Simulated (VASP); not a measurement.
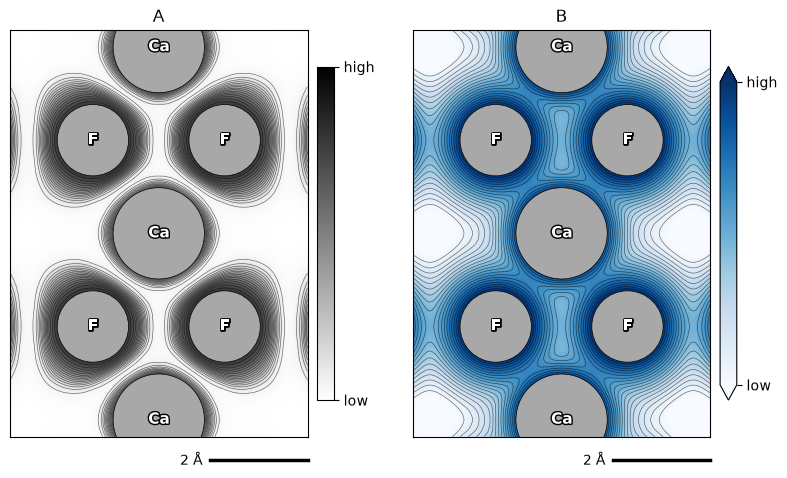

CaF2: 2 fields on the (011) plane of the conventional cell, with unlabelled colour scales. Grey discs cover the atomic cores.

Space group Fm-3m; a generated structure, not necessarily the stable one; changed on purpose from its base cell (volume × 1.000 of the coarse rest volume).

Computed with Kohn-Sham DFT of a periodic cell, r2SCAN with D3(BJ), VASP PAW PBE potentials, recommended in VASP 6.6.1.

Q: Match the panels to the quantities (electron localisation function and valence pseudo-density).

A: Panel A: electron localisation function. Panel B: valence pseudo-density. From the grid: Ca–F (2.35 Å): ρ is about 0.23 e/Å³ halfway; the ELF is about 0.05 at the midpoint: an ionic contact with no shared pair.
